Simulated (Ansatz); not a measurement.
```xyz
31
Lattice="-5.4338 5.4338 -5.4338 5.4338 -5.4338 -5.4338 -5.4338 -5.4338 5.4338" Properties=species:S:1:pos:R:3 pbc="T T T"
Si   -6.8096   -4.0522   -1.3817
Si   -1.3585   -1.3585   -4.0754
Si   -4.0522   -4.0986    1.3411
Si   -1.3758   -4.0986   -1.3353
Si   -4.0522   -6.8096    4.0522
Si   -4.0986    1.3353   -4.0580
Si   -6.7923   -1.3585    1.3585
Si   -4.0986   -1.3411   -1.3817
Si   -1.3411   -9.4860   -1.3353
Si   -1.3585   -1.3585    1.3585
Si   -4.0986   -4.0522   -4.0927
Si   -6.7750    1.3353   -1.3817
Si   -4.0522   -6.7750   -1.3353
Si    1.3817   -4.0522   -4.0580
Si    1.3353   -6.8096   -1.3353
Si   -2.6726   -8.1064    0.0443
Si    2.7057   -5.4321   -2.7057
Si   -2.7186   -2.7282   -5.4451
Si   -5.4321   -5.4226   -0.0112
Si   -2.7282   -5.4226   -2.7152
Si    0.0017   -2.7282   -2.7057
Si   -0.0443   -5.4782    0.0443
Si   -2.7282    2.7057   -5.4355
Si   -5.4782   -2.6726   -2.7613
Si   -2.7186    0.0112   -2.7057
Si   -2.7282   -2.7186   -0.0112
Si   -5.4226   -5.4321    5.4226
Si   -2.6726   -5.4782    2.6726
Si    0.0112   -2.7186   -8.1395
Si    0.0112   -5.4226   -5.4355
Si   -5.4226   -2.7282    2.7186
```

Spin-polarised.

Method: DFT PBEsol, scalar-relativistic, plane waves, PAW in Ansatz 0.2.0.

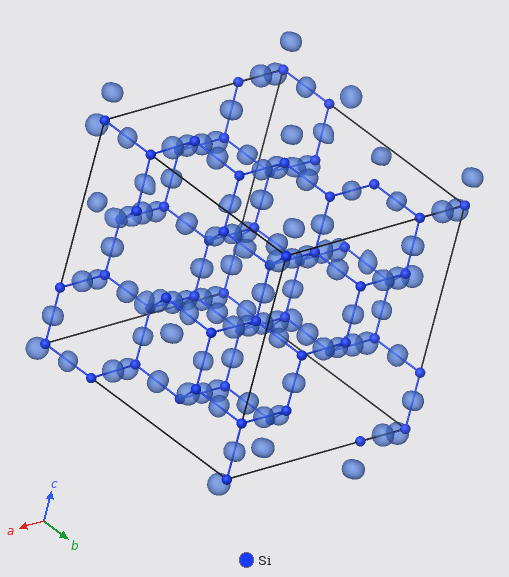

Si (cell charge +1, with a compensating background) (cell with a defect). Isosurface of the ELF at 0.9 (blue), seen at an oblique angle. Core shells and regions of very low density are left out. Sticks mark near contacts.

In a PAW calculation such maps are meaningful between the atoms, not at the nuclei.

### What do the ELF domains correspond to?

The ELF exceeds this value in 60 regions between bonded Si–Si atoms, counted in one cell of 31 atoms. Any copies at cell faces, edges or corners count once. Profiles from the grid: Si–Si (2.34 Å): the ELF peaks at about 0.95 between the atoms.
